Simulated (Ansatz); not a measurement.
**CoO: single-point calculation (part 2 of 2)**

Continued. System: CoO (P-6m2, 2 atoms in the cell). Method: DFT LDA+U, scalar-relativistic, plane waves, PAW, Ueff = 2 eV on Co atom 1 d, spin-polarised (Ansatz 0.2.0); cutoff 420 eV, 8×8×7 k-mesh, Gaussian smearing of 0.05 eV, collinear spins. The structure was built on a prototype by a generator; it need not be a known phase. It belongs to a series of runs on one base structure; here: site moments held.

Geometry of the input (Å; fractional positions):
```
2.8563  0.0000  0.0000
-1.4281  2.4736  0.0000
0.0000  0.0000  2.7876
Co 0.0000  0.0000  0.0000
O  0.6667  0.3333  0.5000
```

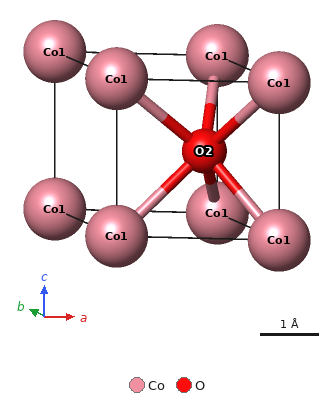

The input geometry (ball-and-stick view of the cell of the calculation, seen slightly off an axis; atoms are numbered from 1 in the order of the input).

### Output, continued
```
SCF iter   1: F=-5561.933309 eV  HF=-5620.001691 eV  |F-HF|=5.81e1  |Δ(HF+E_count)|=         —  Δρ=3.40e-1 (↑2.68e-1 ↓3.40e-1)  dr2=6.29e1  dr2_m=3.12e-1  M=0.317 μB ∫|m|=0.321 μB  β_m=0.30  ethr=3.10e-3  ⟨swp⟩=5.5  Hψ=5716  notcnv=0
preconditioner: auto → none  [metal: Δε(μ)=0.026 eV  Ē_g=12.736 eV  σ=0.050 eV  W_gap=0.29  n_scr=8 (ndim 8)  ℏωp=32.4 eV  f_vac=0.000  D(μ)=1.70/eV (n_scr^D=20)]
SCF iter   2: F=-5557.184517 eV  HF=-5628.179192 eV  |F-HF|=7.10e1  |Δ(HF+E_count)|=    8.18e0  Δρ=5.78e-1 (↑2.25e-1 ↓5.78e-1)  dr2=7.73e1  dr2_m=9.34e0  M=3.029 μB ∫|m|=3.036 μB  β_m=0.19  ethr=3.10e-3  ⟨swp⟩=4.0  Hψ=4058  notcnv=0  defer=31
SCF iter   3: F=-5606.671604 eV  HF=-5616.024950 eV  |F-HF|=9.35e0  |Δ(HF+E_count)|=    1.22e1  Δρ=3.18e-1 (↑1.25e-1 ↓3.18e-1)  dr2=1.13e1  dr2_m=6.93e0  M=2.734 μB ∫|m|=2.737 μB  β_m=0.29  ethr=3.10e-3  ⟨swp⟩=3.0  Hψ=3448  notcnv=0  defer=44
SCF iter   4: F=-5611.139632 eV  HF=-5614.663954 eV  |F-HF|=3.52e0  |Δ(HF+E_count)|=    1.36e0  Δρ=1.56e-1 (↑5.76e-2 ↓1.56e-1)  dr2=4.13e0  dr2_m=1.11e0  M=1.766 μB ∫|m|=1.766 μB  β_m=0.47  ethr=3.10e-3  ⟨swp⟩=2.7  Hψ=2518  notcnv=0  defer=33
SCF iter   5: F=-5614.173836 eV  HF=-5614.162152 eV  |F-HF|=1.17e-2  |Δ(HF+E_count)|=   5.02e-1  Δρ=3.48e-2 (↑1.47e-2 ↓3.48e-2)  dr2=1.23e-1  dr2_m=3.86e-2  M=1.171 μB ∫|m|=1.172 μB  β_m=0.73  ethr=3.10e-3  ⟨swp⟩=2.8  Hψ=2896  notcnv=0  defer=20
SCF iter   6: F=-5614.295573 eV  HF=-5614.302898 eV  |F-HF|=7.33e-3  |Δ(HF+E_count)|=   1.41e-1  Δρ=2.60e-2 (↑2.01e-2 ↓2.60e-2)  dr2=5.35e-2  dr2_m=6.25e-2  M=1.180 μB ∫|m|=1.181 μB  β_m=0.71  ethr=5.36e-4  ⟨swp⟩=2.1  Hψ=2869  notcnv=0  defer=24
SCF iter   7: F=-5614.359201 eV  HF=-5614.329677 eV  |F-HF|=2.95e-2  |Δ(HF+E_count)|=   2.68e-2  Δρ=1.81e-2 (↑1.78e-2 ↓1.81e-2)  dr2=5.54e-3  dr2_m=5.36e-2  M=1.159 μB ∫|m|=1.166 μB  β_m=0.86  ethr=2.32e-4  ⟨swp⟩=2.8  Hψ=2296  notcnv=0  defer=25
SCF iter   8: F=-5614.390911 eV  HF=-5614.396154 eV  |F-HF|=5.24e-3  |Δ(HF+E_count)|=   6.65e-2  Δρ=1.42e-2 (↑6.84e-3 ↓1.42e-2)  dr2=1.79e-2  dr2_m=1.53e-2  M=1.034 μB ∫|m|=1.086 μB  β_m=0.31  ethr=2.41e-5  ⟨swp⟩=2.0  Hψ=2701  notcnv=0  defer=25
SCF iter   9: F=-5614.393151 eV  HF=-5614.431391 eV  |F-HF|=3.82e-2  |Δ(HF+E_count)|=   3.52e-2  Δρ=1.68e-2 (↑1.68e-2 ↓6.83e-3)  dr2=5.21e-2  dr2_m=8.86e-3  M=1.025 μB ∫|m|=1.142 μB  β_m=0.43  ethr=2.41e-5  ⟨swp⟩=2.1  Hψ=2924  notcnv=0  defer=33
SCF iter  10: F=-5614.340035 eV  HF=-5614.438206 eV  |F-HF|=9.82e-2  |Δ(HF+E_count)|=   6.82e-3  Δρ=1.80e-2 (↑1.80e-2 ↓8.78e-3)  dr2=1.13e-1  dr2_m=6.58e-3  M=1.011 μB ∫|m|=1.147 μB  β_m=0.57  ethr=2.41e-5  ⟨swp⟩=2.5  Hψ=2782  notcnv=0  defer=34
SCF iter  11: F=-5614.404869 eV  HF=-5614.425151 eV  |F-HF|=2.03e-2  |Δ(HF+E_count)|=   1.31e-2  Δρ=9.02e-3 (↑9.02e-3 ↓8.59e-3)  dr2=2.75e-2  dr2_m=7.10e-3  M=1.000 μB ∫|m|=1.167 μB  β_m=0.61  ethr=2.41e-5  ⟨swp⟩=2.4  Hψ=2735  notcnv=0  defer=39
SCF iter  12: F=-5614.419372 eV  HF=-5614.425338 eV  |F-HF|=5.97e-3  |Δ(HF+E_count)|=   1.87e-4  Δρ=4.77e-3 (↑4.77e-3 ↓4.24e-3)  dr2=7.05e-3  dr2_m=1.68e-3  M=1.010 μB ∫|m|=1.154 μB  β_m=0.81  ethr=2.41e-5  ⟨swp⟩=2.0  Hψ=2090  notcnv=0  defer=39
SCF iter  13: F=-5614.419895 eV  HF=-5614.422363 eV  |F-HF|=2.47e-3  |Δ(HF+E_count)|=   2.97e-3  Δρ=3.05e-3 (↑3.05e-3 ↓2.12e-3)  dr2=2.96e-3  dr2_m=1.91e-4  M=1.029 μB ∫|m|=1.161 μB  β_m=0.82  ethr=2.41e-5  ⟨swp⟩=1.1  Hψ=1397  notcnv=0  defer=39
SCF iter  14: F=-5614.422898 eV  HF=-5614.422997 eV  |F-HF|=9.88e-5  |Δ(HF+E_count)|=   6.34e-4  Δρ=1.26e-3 (↑8.96e-4 ↓1.26e-3)  dr2=1.60e-4  dr2_m=1.54e-4  M=1.020 μB ∫|m|=1.163 μB  β_m=0.86  ethr=1.29e-5  ⟨swp⟩=1.0  Hψ=1247  notcnv=0  defer=39
SCF iter  15: F=-5614.422342 eV  HF=-5614.422334 eV  |F-HF|=7.97e-6  |Δ(HF+E_count)|=   6.63e-4  Δρ=6.38e-4 (↑4.82e-4 ↓6.38e-4)  dr2=4.36e-6  dr2_m=5.57e-5  M=1.020 μB ∫|m|=1.165 μB  β_m=0.93  ethr=6.96e-7  ⟨swp⟩=1.4  Hψ=1336  notcnv=0  defer=39
SCF iter  16: F=-5614.421733 eV  HF=-5614.421730 eV  |F-HF|=2.70e-6  |Δ(HF+E_count)|=   6.03e-4  Δρ=3.27e-4 (↑2.86e-4 ↓3.27e-4)  dr2=3.12e-7  dr2_m=1.69e-5  M=1.019 μB ∫|m|=1.167 μB  β_m=0.96  ethr=1.90e-8  ⟨swp⟩=2.3  Hψ=1922  notcnv=0  defer=39
SCF iter  17: F=-5614.421213 eV  HF=-5614.421215 eV  |F-HF|=1.98e-6  |Δ(HF+E_count)|=   5.16e-4  Δρ=8.33e-5 (↑5.05e-5 ↓8.33e-5)  dr2=2.20e-6  dr2_m=2.46e-7  M=1.021 μB ∫|m|=1.168 μB  β_m=0.78  ethr=4.35e-10  ⟨swp⟩=7.3  Hψ=6592  notcnv=0
SCF iter  18: F=-5614.421323 eV  HF=-5614.421323 eV  |F-HF|=2.33e-8  |Δ(HF+E_count)|=   1.08e-4  Δρ=2.87e-5 (↑2.69e-5 ↓2.87e-5)  dr2=7.71e-9  dr2_m=1.36e-7  M=1.021 μB ∫|m|=1.168 μB  β_m=0.86  ethr=4.35e-10  ⟨swp⟩=3.0  Hψ=4711  notcnv=0
SCF iter  19: F=-5614.421284 eV  HF=-5614.421284 eV  |F-HF|=3.62e-9  |Δ(HF+E_count)|=   3.89e-5  Δρ=9.23e-6 (↑6.22e-6 ↓9.23e-6)  dr2=6.13e-9  dr2_m=8.92e-9  M=1.021 μB ∫|m|=1.168 μB  ethr=3.35e-11  ⟨swp⟩=3.0  Hψ=3457  notcnv=0
Constraint outer step 1 at iter 19: max|Δm| = 1.84e-1 μB  λ_eff = 1.000 eV/μB²  [c0 t0: gradient δμ = +3.680e-1 eV/μB]
Mixer restart at iter 19: flushing history
SCF iter  20: F=-5614.522312 eV  HF=-5614.474114 eV  |F-HF|=4.82e-2  |Δ(HF+E_count)|=         —  Δρ=4.46e-2 (↑4.43e-2 ↓4.46e-2)  dr2=1.88e-2  dr2_m=3.38e-1  M=0.693 μB ∫|m|=0.931 μB  β_m=0.86  ethr=2.66e-11  ⟨swp⟩=6.2  Hψ=5384  notcnv=0
SCF iter  21: F=-5614.364132 eV  HF=-5614.353294 eV  |F-HF|=1.08e-2  |Δ(HF+E_count)|=   1.21e-1  Δρ=4.03e-2 (↑3.48e-2 ↓4.03e-2)  dr2=3.95e-2  dr2_m=2.30e-1  M=1.015 μB ∫|m|=1.154 μB  β_m=0.02  ethr=8.17e-5  ⟨swp⟩=2.5  Hψ=2841  notcnv=0  defer=21
SCF iter  22: F=-5614.363708 eV  HF=-5614.351901 eV  |F-HF|=1.18e-2  |Δ(HF+E_count)|=   1.39e-3  Δρ=3.91e-2 (↑3.42e-2 ↓3.91e-2)  dr2=3.63e-2  dr2_m=2.19e-1  M=1.012 μB ∫|m|=1.152 μB  β_m=0.03  ethr=8.17e-5  ⟨swp⟩=1.0  Hψ=1259  notcnv=0  defer=21
SCF iter  23: F=-5614.353035 eV  HF=-5614.351340 eV  |F-HF|=1.70e-3  |Δ(HF+E_count)|=   5.61e-4  Δρ=3.85e-2 (↑3.15e-2 ↓3.85e-2)  dr2=4.32e-2  dr2_m=1.98e-1  M=1.008 μB ∫|m|=1.149 μB  β_m=0.03  ethr=8.17e-5  ⟨swp⟩=1.0  Hψ=1259  notcnv=0  defer=21
SCF iter  24: F=-5614.355231 eV  HF=-5614.350512 eV  |F-HF|=4.72e-3  |Δ(HF+E_count)|=   8.28e-4  Δρ=3.53e-2 (↑3.16e-2 ↓3.53e-2)  dr2=3.69e-2  dr2_m=1.76e-1  M=1.002 μB ∫|m|=1.144 μB  β_m=0.02  ethr=8.17e-5  ⟨swp⟩=1.0  Hψ=1259  notcnv=0  defer=21
SCF iter  25: F=-5614.350913 eV  HF=-5614.348617 eV  |F-HF|=2.30e-3  |Δ(HF+E_count)|=   1.90e-3  Δρ=3.32e-2 (↑2.95e-2 ↓3.32e-2)  dr2=3.47e-2  dr2_m=1.54e-1  M=1.000 μB ∫|m|=1.141 μB  β_m=0.03  ethr=8.17e-5  ⟨swp⟩=1.0  Hψ=1259  notcnv=0  defer=21
SCF iter  26: F=-5614.348514 eV  HF=-5614.340112 eV  |F-HF|=8.40e-3  |Δ(HF+E_count)|=   8.50e-3  Δρ=2.47e-2 (↑2.12e-2 ↓2.47e-2)  dr2=1.02e-2  dr2_m=8.87e-2  M=0.980 μB ∫|m|=1.120 μB  β_m=0.09  ethr=8.17e-5  ⟨swp⟩=2.0  Hψ=1554  notcnv=0  defer=21
SCF iter  27: F=-5614.357991 eV  HF=-5614.357722 eV  |F-HF|=2.70e-4  |Δ(HF+E_count)|=   1.76e-2  Δρ=3.86e-3 (↑2.96e-3 ↓3.86e-3)  dr2=2.02e-4  dr2_m=1.99e-3  M=0.923 μB ∫|m|=1.079 μB  β_m=0.19  ethr=4.44e-5  ⟨swp⟩=2.3  Hψ=1844  notcnv=0  defer=22
SCF iter  28: F=-5614.363031 eV  HF=-5614.362968 eV  |F-HF|=6.30e-5  |Δ(HF+E_count)|=   5.25e-3  Δρ=1.15e-3 (↑9.33e-4 ↓1.15e-3)  dr2=1.05e-5  dr2_m=1.93e-4  M=0.910 μB ∫|m|=1.070 μB  ethr=8.77e-7  ⟨swp⟩=2.1  Hψ=2292  notcnv=0  defer=22
Constraint outer step 2 at iter 28: max|Δm| = 4.44e-2 μB  λ_eff = 1.000 eV/μB²  [c0 t0: secant δμ = +1.169e-1 eV/μB]
Mixer restart at iter 28: flushing history
SCF iter  29: F=-5614.378513 eV  HF=-5614.370732 eV  |F-HF|=7.78e-3  |Δ(HF+E_count)|=         —  Δρ=1.85e-2 (↑1.79e-2 ↓1.85e-2)  dr2=3.73e-3  dr2_m=5.62e-2  M=0.769 μB ∫|m|=0.976 μB  β_m=0.30  ethr=4.57e-8  ⟨swp⟩=3.0  Hψ=3030  notcnv=0  defer=22
SCF iter  30: F=-5614.342975 eV  HF=-5614.343397 eV  |F-HF|=4.23e-4  |Δ(HF+E_count)|=   2.73e-2  Δρ=4.54e-3 (↑4.54e-3 ↓2.30e-3)  dr2=8.72e-4  dr2_m=2.06e-3  M=0.848 μB ∫|m|=1.029 μB  β_m=0.33  ethr=1.62e-5  ⟨swp⟩=1.6  Hψ=1628  notcnv=0  defer=22
SCF iter  31: F=-5614.336083 eV  HF=-5614.339404 eV  |F-HF|=3.32e-3  |Δ(HF+E_count)|=   3.99e-3  Δρ=3.44e-3 (↑1.58e-3 ↓3.44e-3)  dr2=3.65e-3  dr2_m=2.60e-4  M=0.853 μB ∫|m|=1.026 μB  β_m=0.24  ethr=3.79e-6  ⟨swp⟩=2.2  Hψ=1923  notcnv=0  defer=22
SCF iter  32: F=-5614.338459 eV  HF=-5614.338437 eV  |F-HF|=2.27e-5  |Δ(HF+E_count)|=   9.68e-4  Δρ=8.99e-4 (↑8.99e-4 ↓7.25e-4)  dr2=1.13e-5  dr2_m=1.13e-4  M=0.859 μB ∫|m|=1.035 μB  β_m=0.53  ethr=3.79e-6  ⟨swp⟩=1.9  Hψ=1750  notcnv=0  defer=22
SCF iter  33: F=-5614.336788 eV  HF=-5614.336785 eV  |F-HF|=2.51e-6  |Δ(HF+E_count)|=   1.65e-3  Δρ=4.53e-4 (↑4.53e-4 ↓4.14e-4)  dr2=4.13e-6  dr2_m=3.28e-5  M=0.862 μB ∫|m|=1.037 μB  β_m=0.63  ethr=4.89e-8  ⟨swp⟩=2.0  Hψ=1967  notcnv=0  defer=22
SCF iter  34: F=-5614.337222 eV  HF=-5614.337224 eV  |F-HF|=2.08e-6  |Δ(HF+E_count)|=   4.39e-4  Δρ=2.07e-4 (↑8.42e-5 ↓2.07e-4)  dr2=2.82e-6  dr2_m=3.36e-6  M=0.861 μB ∫|m|=1.037 μB  ethr=1.80e-8  ⟨swp⟩=2.1  Hψ=1840  notcnv=0  defer=22
Constraint outer step 3 at iter 34: max|Δm| = 1.18e-2 μB  λ_eff = 1.000 eV/μB²  [c0 t0: secant δμ = -2.455e-2 eV/μB]
Mixer restart at iter 34: flushing history
SCF iter  35: F=-5614.337894 eV  HF=-5614.337597 eV  |F-HF|=2.97e-4  |Δ(HF+E_count)|=         —  Δρ=3.70e-3 (↑3.44e-3 ↓3.70e-3)  dr2=1.49e-4  dr2_m=2.16e-3  M=0.888 μB ∫|m|=1.054 μB  β_m=0.63  ethr=1.23e-8  ⟨swp⟩=3.1  Hψ=2473  notcnv=0  defer=22
SCF iter  36: F=-5614.345483 eV  HF=-5614.345690 eV  |F-HF|=2.07e-4  |Δ(HF+E_count)|=   8.09e-3  Δρ=2.44e-3 (↑1.45e-3 ↓2.44e-3)  dr2=3.63e-4  dr2_m=5.80e-4  M=0.863 μB ∫|m|=1.037 μB  β_m=0.52  ethr=6.48e-7  ⟨swp⟩=2.2  Hψ=1956  notcnv=0  defer=22
SCF iter  37: F=-5614.342275 eV  HF=-5614.343013 eV  |F-HF|=7.38e-4  |Δ(HF+E_count)|=   2.68e-3  Δρ=1.21e-3 (↑1.21e-3 ↓1.14e-3)  dr2=8.06e-4  dr2_m=2.17e-5  M=0.874 μB ∫|m|=1.048 μB  β_m=0.33  ethr=6.48e-7  ⟨swp⟩=2.4  Hψ=2069  notcnv=0  defer=22
SCF iter  38: F=-5614.342775 eV  HF=-5614.342802 eV  |F-HF|=2.75e-5  |Δ(HF+E_count)|=   2.11e-4  Δρ=3.04e-4 (↑2.42e-4 ↓3.04e-4)  dr2=3.21e-5  dr2_m=4.45e-6  M=0.873 μB ∫|m|=1.046 μB  β_m=0.66  ethr=6.48e-7  ⟨swp⟩=2.1  Hψ=1595  notcnv=0  defer=22
SCF iter  39: F=-5614.343114 eV  HF=-5614.343115 eV  |F-HF|=7.91e-7  |Δ(HF+E_count)|=   3.13e-4  Δρ=1.10e-4 (↑1.10e-4 ↓2.10e-5)  dr2=9.95e-7  dr2_m=6.87e-7  M=0.872 μB ∫|m|=1.045 μB  β_m=0.61  ethr=1.40e-7  ⟨swp⟩=1.0  Hψ=1274  notcnv=0  defer=22
SCF iter  40: F=-5614.343083 eV  HF=-5614.343083 eV  |F-HF|=4.73e-8  |Δ(HF+E_count)|=   3.19e-5  Δρ=3.43e-5 (↑3.43e-5 ↓2.63e-5)  dr2=1.05e-7  dr2_m=1.27e-7  M=0.873 μB ∫|m|=1.045 μB  β_m=0.56  ethr=4.33e-9  ⟨swp⟩=2.5  Hψ=1974  notcnv=0  defer=22
iter 41 did not close the SCF: its close was put off for a magnetic moment that had not settled (scf_convergence_deferred on its scf_iter line)
SCF iter  41: F=-5614.343057 eV  HF=-5614.343057 eV  |F-HF|=5.63e-9  |Δ(HF+E_count)|=   2.62e-5  Δρ=9.81e-6 (↑9.81e-6 ↓4.67e-6)  dr2=1.23e-8  dr2_m=7.41e-9  M=0.873 μB ∫|m|=1.045 μB  β_m=0.74  ethr=4.35e-10  ⟨swp⟩=5.1  Hψ=4372  notcnv=0
SCF iter  42: F=-5614.343059 eV  HF=-5614.343059 eV  |F-HF|=3.91e-11  |Δ(HF+E_count)|=   2.38e-6  Δρ=3.22e-6 (↑3.22e-6 ↓2.05e-6)  dr2=3.95e-10  dr2_m=1.06e-9  M=0.873 μB ∫|m|=1.045 μB  ethr=5.33e-11  ⟨swp⟩=1.9  Hψ=3753  notcnv=0
SCF 1 converged in 42 iterations: F = -5614.343059 eV  dr2 = 3.95e-10
  greatest PAW one-centre occupation: 1.003 electrons in one spin orbital (limit 2), on the Co atom at site 0 (counted from 0), in its partial waves of l = 1
this state was not tested for a lower state beside it, because a magnetisation constraint still acts at the end of the SCF (magnetization_constraint; see scf.lower_state_search)
SCF converged after 42 iterations
Magnetization: 0.8728 μB (11.9364 up, 11.0636 down)
Absolute magnetization: 1.1775 μB (∫|ρ↑−ρ↓|, with the PAW one-centre terms)
Spin contamination: 0.4115 ħ² per cell (⟨S²⟩ above its minimum at these occupations)
Per-site moments (μB) at R_I (Å): [(0.760821355601365, 0.890672355643201), (0.026007772635618952, 0.890672355643201)]
--- Magnetisation constraints (ε_frz = 1.0e-4 eV) ---
  site  kind      target   achieved (μB)  |Δ|max (μB)  g (eV/μB)  λ_eff  esc  ok   flags
  0     per_site  +0.7600  +0.7608        8.21e-4      +4.62e-1   1.000  0    yes
Free energy (F): -5614.343059 eV
Harris-Foulkes:  -5614.343059 eV  (|F-HF|=3.91e-11)
Internal energy: -5614.339755 eV  (E = F + TS)
E sigma→0 (E₀):  -5614.341407 eV
Entropy (-TS):   -0.003305 eV (-1.652 meV/atom)
Fermi energy:    12.643509 eV
--- Per-component energies (eV) ---
  E_band       = -320.308187
  E_kinetic    = 616.001117
  E_local      = -3492.111444  (includes V_loc(G=0)·N_el)
  E_nonlocal   = 519.586344
  E_hartree    = 1430.717996
  E_xc         = -225.324490
  E_vxc        = -291.560060  (∫ρ·V_xc dr)
  E_hubbard    = 1.072266  (on-site DFT+U / exact-exchange correction)
  E_vhub       = -5.436081  (the Hubbard potential's part of the band-sum identity)
  E_paw        = -1601.472968  (= ΣΔE_a)
  E_vpaw       = -528.578682  (= ΣTr[D̂ρ^β])
  E_aug_tail   = 0.002312  (compensation charges beyond the density's cutoff)
  E_constr_dc  = 0.351526  (∫m·b dr)
  E_ewald      = -2863.326052
  E_core_change = 0.515172  (= ΣΔE_core)
  E_smearing   = -0.003305  (= −TS)
  E_closure    = -0.000007  (closes the sum)
  E_penalty    = 0.000386  (constraint; not in F)
  Σ components = -5614.343059   (vs F -5614.343059, Δ=0.00e0)
--- Forces (eV/Å), atoms counted from 1 ---
  atom   1  Co     0.00000000     0.00000000     0.00000000
  atom   2  O     -0.00000000    -0.00000000     0.00000000
  max |Σ_I F_I| component: 9.25e-17 eV/Å
--- Stress (GPa, compression-positive) ---
      -27.252505      -0.000000       0.000000
       -0.000000     -27.252505       0.000000
        0.000000       0.000000     -33.833582
  P = ⅓ Tr σ = -29.4462 GPa (-294.462 kbar)
--- Band table (eV; the first three rows and the last of 80) ---
  k-point 0 ↑: bands = ["-81.2068", "-45.5159", "-44.5709", "-44.5709", "-6.9918", "8.7838", "8.7838", "9.2579", "9.3315", "11.0252", "11.0252", "12.9379", "12.9379", "13.7155", "27.4978", "29.0615"]
  k-point 1 ↑: bands = ["-81.2059", "-45.5262", "-44.5700", "-44.5700", "-6.8323", "7.6610", "8.8321", "8.8321", "10.2195", "10.9556", "10.9556", "12.8949", "12.8949", "14.6290", "26.2643", "29.5337"]
  k-point 2 ↑: bands = ["-81.2040", "-45.5492", "-44.5680", "-44.5680", "-6.4431", "5.8593", "8.8888", "8.8888", "10.9481", "10.9746", "10.9746", "12.6669", "12.6669", "16.4090", "23.6549", "30.9157"]
  k-point 39 ↓: bands = ["-81.2153", "-44.9683", "-44.9656", "-44.9529", "-5.1999", "6.3052", "6.6931", "7.8214", "10.4390", "11.4533", "12.2941", "12.9925", "14.4060", "18.9600", "21.4360", "24.8949"]
Occupation matrices written to [file]
--- Löwdin populations: 2 sites ---
  site symbol       q [e]    m [muB]
     0     Co     16.0929     0.8288
     1      O      6.7778     0.0349
  spilling = 0.005622 (of n_electrons = 23.000000)
--- Occupation matrices: 1 shell (run DFT+U table (all-electron-ortho-atomic); ε = 1.81e-3) ---
  Co0 d_3D: site group D3h (-6m2)
  Co0 d_3D up     Tr n = 4.2026  λ = 0.755 0.755 0.855 0.855 0.983  [2× x2-y2 0.50 E'(1.00) | 2× xz 0.50 E''(1.00) | z2 1.00 A1'(1.00)]
  Co0 d_3D dn     Tr n = 3.3779  λ = 0.231 0.231 0.964 0.964 0.987  [2× xz 0.50 E''(1.00) | 2× x2-y2 0.50 E'(1.00) | z2 1.00 A1'(1.00)]
  Tr n, λ and their labels are of the run-group-symmetrised matrices; stabiliser: 12 of 24 elements of G0×{1,Θ} (closed), max defect 4.2e-15 at τ = 3.8e-4
```

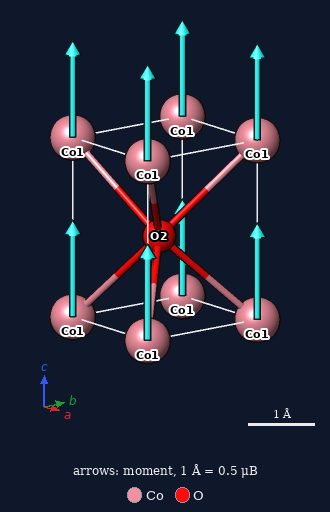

Magnetic moments of the sites as teal arrows (ball-and-stick view of the cell of the calculation, seen slightly off an axis; atoms are numbered from 1 in the order of the input); small moments hardly show. The run is collinear, so the axis drawn is arbitrary. Site moments: Co1 (0.76 μB). They are counted near the atoms and needn't add up to the moment of the cell.

### Results in brief

```json
{"quantity": "outcome", "value": "converged"}
{"quantity": "space group (tolerance 0.01 Å)", "value": "P-6m2 (187)"}
{"quantity": "electrons treated", "value": "23"}
{"quantity": "free energy", "value": "−5614.3431 eV"}
{"quantity": "Fermi energy", "value": "12.644 eV"}
{"quantity": "gap on the k-point mesh", "value": "none (metallic)"}
{"quantity": "net moment of the cell", "value": "0.87 μB"}
{"quantity": "integrated absolute moment", "value": "1.18 μB"}
{"quantity": "pressure", "value": "−29.45 GPa"}
{"quantity": "largest force (length of the vector)", "value": "under 0.001 eV/Å"}
{"quantity": "wall time", "value": "12 s (CPU time 22 s)"}
{"quantity": "peak memory", "value": "0.29 GiB"}
```

### Remarks

Notes on the run: the state was not tested for a lower one; the SCF threshold is looser than advised for the printed stress. The cell is under a tension of 29 GPa at this level, so it is not at its equilibrium volume.
